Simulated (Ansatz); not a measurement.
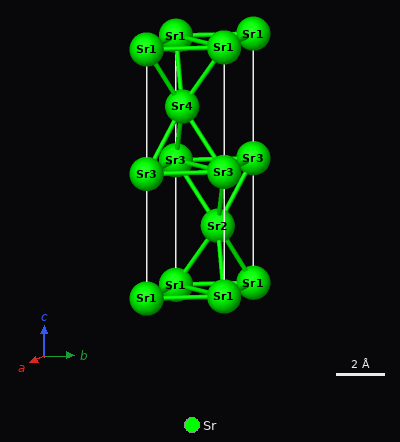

The structure as given in the input (ball-and-stick view of the cell of the calculation, seen slightly off an axis; atoms are numbered from 1 in the order of the input). An atom can appear more than once, as a periodic image. Near neighbours in the periodic cell (some may lie outside the picture): Sr has 12 Sr at 3.30 to 3.32 Å.

**From Sr to Cu**

System: Sr (P6₃/mmc, 4 atoms in the cell).
Method of run 1: DFT PBEsol, scalar-relativistic, plane waves, PAW, no spin polarisation (Ansatz 0.2.0).
System of run 2: Cu (P6₃/mmc, 4 atoms in the cell).

On run 1: The structure was made by swapping elements on the sites of another compound; it need not be a known phase. On run 2: The structure was made by swapping elements on the sites of another compound; it need not be a known phase. It belongs to a series of runs on one base structure; here: Co -> Cu on all its sites, cell and atoms relaxed. Text and figures count atoms from 1; the logs count them from 0 in places.

**The input, run 1**
```yaml
crystal:
  lattice:
    - [3.3177634621, 0.0, 0.0]
    - [-1.6588817311, 2.8732674419, 0.0]
    - [0.0, 0.0, 10.7630087011]
  atoms:
    - { symbol: Sr, position: [0.0, 0.0, 0.0] }
    - { symbol: Sr, position: [0.3333333333, 0.6666666667, 0.25] }
    - { symbol: Sr, position: [0.0, 0.0, 0.5] }
    - { symbol: Sr, position: [0.6666666667, 0.3333333333, 0.75] }
basis:
  ecutwfc: 420
kpoints:
  mp_grid: { grid: [6, 6, 2] }
hamiltonian:
  xc: pbesol
scf:
  occupations: { method: gaussian, width: 0.1 }
output:
  forces: true
  stress: true
  eigenvalues: true
```

Launched with:
```bash
ansatz run input.yaml --threads 1 --pin off --max-ram 2560MiB --backend cpu --events-out ev --progress --plain --runs-dir out
```

Hardware: 1 thread of Intel Xeon @ 2.50GHz (Skylake/Cascade Lake), 189 GiB of memory available, shared host.

**Output, shortened to warnings, some set-up lines, iterations and results (run 1)**
```
Basis set: ecut = 420 eV, 2039 PW (Γ), exchange–correlation on 48×48×144 points (8 copies of the dense FFT grid, shifted against one another)
Symmetry: 24 space group operations
k-points: 14 of 72
Initial density: superposition of atomic densities (neutral atoms: chi_scale 0, normalization atom), corrected by the library's trained network
[...]
SCF iter   1: F=—  HF=-13963.831520 eV  |F-HF|=—  |Δ(HF+E_count)|=         —  Δρ=3.24e-3  dr2=1.21e-2  ethr=1.77e-3  ⟨swp⟩=8.5  Hψ=1811  notcnv=0
SCF iter   2: F=—  HF=-13963.827167 eV  |F-HF|=—  |Δ(HF+E_count)|=   4.35e-3  Δρ=1.90e-3  dr2=4.52e-3  ethr=3.03e-5  ⟨swp⟩=2.1  Hψ=610  notcnv=0
SCF iter   3: F=—  HF=-13963.825949 eV  |F-HF|=—  |Δ(HF+E_count)|=   1.22e-3  Δρ=4.36e-4  dr2=1.16e-4  ethr=1.13e-5  ⟨swp⟩=2.1  Hψ=557  notcnv=0
SCF iter   4: F=—  HF=-13963.825941 eV  |F-HF|=—  |Δ(HF+E_count)|=   8.00e-6  Δρ=1.35e-4  dr2=1.60e-5  ethr=2.90e-7  ⟨swp⟩=2.1  Hψ=440  notcnv=0
SCF iter   5: F=—  HF=-13963.825923 eV  |F-HF|=—  |Δ(HF+E_count)|=   1.85e-5  Δρ=2.00e-5  dr2=3.51e-7  ethr=3.99e-8  ⟨swp⟩=2.6  Hψ=611  notcnv=0
SCF iter   6: F=-13963.825923 eV  HF=-13963.825923 eV  |F-HF|=6.73e-10  |Δ(HF+E_count)|=   4.14e-8  Δρ=3.89e-6  dr2=1.59e-8  ethr=2.50e-10  ⟨swp⟩=7.3  Hψ=1680  notcnv=0
SCF 1 converged in 6 iterations: F = -13963.825923 eV  dr2 = 1.59e-8
SCF converged after 6 iterations
Free energy (F): -13963.825923 eV
Harris-Foulkes:  -13963.825923 eV  (|F-HF|=6.73e-10)
Internal energy: -13963.785430 eV  (E = F + TS)
E sigma→0 (E₀):  -13963.805676 eV
Entropy (-TS):   -0.040493 eV (-10.123 meV/atom)
Fermi energy:    12.410272 eV
--- Per-component energies (eV) ---
  E_band       = -216.337420
  E_kinetic    = 1003.669365
  E_local      = -2168.983518  (includes V_loc(G=0)·N_el)
  E_nonlocal   = 817.173775
  E_hartree    = 477.114214
  E_xc         = -694.413461
  E_vxc        = -657.011678  (∫ρ·V_xc dr)
  E_paw        = -10578.480936  (= ΣΔE_a)
  E_vpaw       = -165.412262  (= ΣTr[D̂ρ^β])
  E_aug_tail   = -0.000007  (compensation charges beyond the density's cutoff)
  E_ewald      = -2820.402253
  E_core_change = 0.537390  (= ΣΔE_core)
  E_smearing   = -0.040493  (= −TS)
  E_closure    = -0.000000  (closes the sum)
  Σ components = -13963.825923   (vs F -13963.825923, Δ=0.00e0)
--- Forces (eV/Å), atoms counted from 1 ---
  atom   1  Sr     0.00000000    -0.00000000     0.00000000
  atom   2  Sr     0.00000000     0.00000000    -0.00000000
  atom   3  Sr     0.00000000     0.00000000     0.00000000
  atom   4  Sr     0.00000000    -0.00000000     0.00000000
  max |Σ_I F_I| component: 6.48e-17 eV/Å
--- Stress (GPa, compression-positive) ---
       23.349058      -0.000000      -0.000000
       -0.000000      23.349058      -0.000000
       -0.000000      -0.000000      23.891628
  P = ⅓ Tr σ = 23.5299 GPa (235.299 kbar)
```

The input of run 2 differs as follows (lines with − go, lines with + come):
```diff
-    - [3.3177634621, 0.0, 0.0]
-    - [-1.6588817311, 2.8732674419, 0.0]
-    - [0.0, 0.0, 10.7630087011]
+    - [2.5329522182, 0.0, 0.0]
+    - [-1.2664761091, 2.1936009675, 0.0]
+    - [0.0, 0.0, 8.2170374939]
-    - { symbol: Sr, position: [0.0, 0.0, 0.0] }
-    - { symbol: Sr, position: [0.3333333333, 0.6666666667, 0.25] }
-    - { symbol: Sr, position: [0.0, 0.0, 0.5] }
-    - { symbol: Sr, position: [0.6666666667, 0.3333333333, 0.75] }
+    - { symbol: Cu, position: [0.0, 0.0, 0.0] }
+    - { symbol: Cu, position: [0.3333333333, 0.6666666667, 0.25] }
+    - { symbol: Cu, position: [0.0, 0.0, 0.5] }
+    - { symbol: Cu, position: [0.6666666667, 0.3333333333, 0.75] }
-  mp_grid: { grid: [6, 6, 2] }
+  mp_grid: { grid: [12, 12, 2] }
```

What does this change do to the results?

The total energies belong to different systems, so their difference says nothing on which is more stable or more accurate. The pressure goes from 23.53 to −1.39 GPa. The volume per atom goes from 25.65 to 11.41 Å³. The SCF takes 8 iterations against 6. The irreducible k-points go from 14 to 38. The plane waves at Γ go from 2039 to 909. On the same kind of shared host run 2 took about 2.5 times as long.

**Output, shortened to warnings, some set-up lines, iterations and results (run 2)**
```
Basis set: ecut = 420 eV, 909 PW (Γ), exchange–correlation on 36×36×120 points (8 copies of the dense FFT grid, shifted against one another)
Symmetry: 24 space group operations
k-points: 38 of 288
Initial density: superposition of atomic densities (neutral atoms: chi_scale 0, normalization atom), corrected by the library's trained network
[...]
SCF iter   1: F=—  HF=-26355.082710 eV  |F-HF|=—  |Δ(HF+E_count)|=         —  Δρ=2.24e-2  dr2=1.20e-1  ethr=1.77e-3  ⟨swp⟩=5.2  Hψ=5510  notcnv=0  defer=53
SCF iter   2: F=—  HF=-26355.057217 eV  |F-HF|=—  |Δ(HF+E_count)|=   2.55e-2  Δρ=2.62e-3  dr2=2.25e-3  ethr=1.58e-4  ⟨swp⟩=2.0  Hψ=2955  notcnv=0  defer=104
SCF iter   3: F=—  HF=-26355.055996 eV  |F-HF|=—  |Δ(HF+E_count)|=   1.22e-3  Δρ=2.61e-3  dr2=2.18e-3  ethr=2.96e-6  ⟨swp⟩=2.9  Hψ=3288  notcnv=0  defer=104
SCF iter   4: F=—  HF=-26355.055225 eV  |F-HF|=—  |Δ(HF+E_count)|=   7.71e-4  Δρ=3.03e-4  dr2=3.58e-5  ethr=2.87e-6  ⟨swp⟩=2.4  Hψ=2341  notcnv=0  defer=104
SCF iter   5: F=—  HF=-26355.055298 eV  |F-HF|=—  |Δ(HF+E_count)|=   7.28e-5  Δρ=1.00e-4  dr2=6.35e-6  ethr=4.71e-8  ⟨swp⟩=2.0  Hψ=3094  notcnv=0  defer=104
SCF iter   6: F=—  HF=-26355.055297 eV  |F-HF|=—  |Δ(HF+E_count)|=   1.32e-6  Δρ=7.94e-5  dr2=3.50e-6  ethr=8.36e-9  ⟨swp⟩=2.0  Hψ=2442  notcnv=0  defer=104
SCF iter   7: F=—  HF=-26355.055296 eV  |F-HF|=—  |Δ(HF+E_count)|=   6.13e-7  Δρ=2.17e-5  dr2=2.32e-7  ethr=4.60e-9  ⟨swp⟩=2.5  Hψ=2372  notcnv=0  defer=104
SCF iter   8: F=-26355.055296 eV  HF=-26355.055296 eV  |F-HF|=1.21e-8  |Δ(HF+E_count)|=   9.50e-8  Δρ=5.90e-6  dr2=1.79e-8  ethr=1.32e-10  ⟨swp⟩=8.1  Hψ=7346  notcnv=0
SCF 1 converged in 8 iterations: F = -26355.055296 eV  dr2 = 1.79e-8
SCF converged after 8 iterations
Free energy (F): -26355.055296 eV
Harris-Foulkes:  -26355.055296 eV  (|F-HF|=1.21e-8)
Internal energy: -26355.038339 eV  (E = F + TS)
E sigma→0 (E₀):  -26355.046818 eV
Entropy (-TS):   -0.016957 eV (-4.239 meV/atom)
Fermi energy:    17.204030 eV
--- Per-component energies (eV) ---
  E_band       = -1395.761665
  E_kinetic    = 1201.990443
  E_local      = -15945.372187  (includes V_loc(G=0)·N_el)
  E_nonlocal   = 1564.216611
  E_hartree    = 7020.181852
  E_xc         = -357.295044
  E_vxc        = -463.143286  (∫ρ·V_xc dr)
  E_paw        = -6503.245243  (= ΣΔE_a)
  E_vpaw       = -1793.811940  (= ΣTr[D̂ρ^β])
  E_aug_tail   = 0.000989  (compensation charges beyond the density's cutoff)
  E_ewald      = -13336.340570
  E_core_change = 0.824809  (= ΣΔE_core)
  E_smearing   = -0.016957  (= −TS)
  E_closure    = 0.000000  (closes the sum)
  Σ components = -26355.055296   (vs F -26355.055296, Δ=0.00e0)
--- Forces (eV/Å), atoms counted from 1 ---
  atom   1  Cu     0.00000000    -0.00000000     0.00000000
  atom   2  Cu    -0.00000000    -0.00000000     0.00000000
  atom   3  Cu    -0.00000000     0.00000000    -0.00000000
  atom   4  Cu     0.00000000     0.00000000     0.00000000
  max |Σ_I F_I| component: 4.21e-30 eV/Å
--- Stress (GPa, compression-positive) ---
       -1.423892       0.000000       0.000000
       -0.000000      -1.423892       0.000000
        0.000000       0.000000      -1.309538
  P = ⅓ Tr σ = -1.3858 GPa (-13.858 kbar)
```

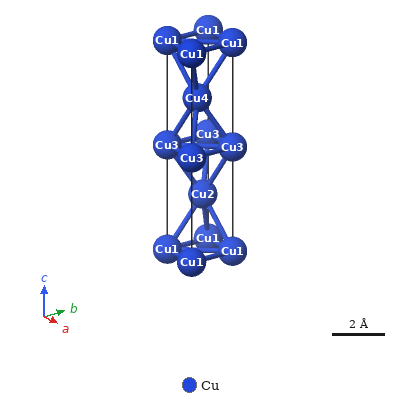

The input structure of run 2 (ball-and-stick view of the cell of the calculation, seen slightly off an axis; atoms are numbered from 1 in the order of the input). An atom can appear more than once, as a periodic image.

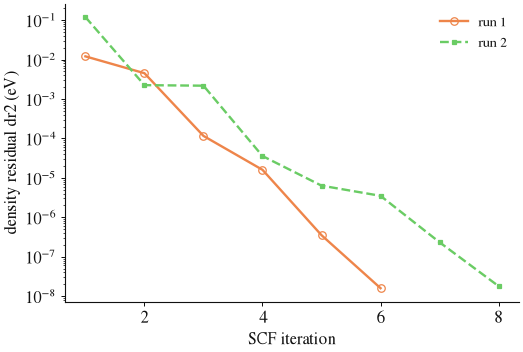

Convergence of the two runs: density residual dr2 against the SCF iteration. Run 1 takes 6 iterations in all, and run 2 takes 8.

**The two runs side by side**

```csv
quantity,run 1,run 2
outcome,converged,converged
free energy per atom (eV),−3490.9565,−6588.7638
"energy per atom, smearing taken to zero (eV)",−3490.9514,−6588.7617
gap on the mesh (eV),0.00,0.00
pressure (GPa),23.53,−1.39
volume per atom (Å³),25.65,11.41
largest force (eV/Å),0.000,0.000
SCF iterations,6,8
irreducible k-points,14,38
plane waves at Γ,2039,909
wall time (shared host),3 s,7.5 s
```

For run 1: The cell is under a pressure of 24 GPa at this level, so it is not at its equilibrium volume.
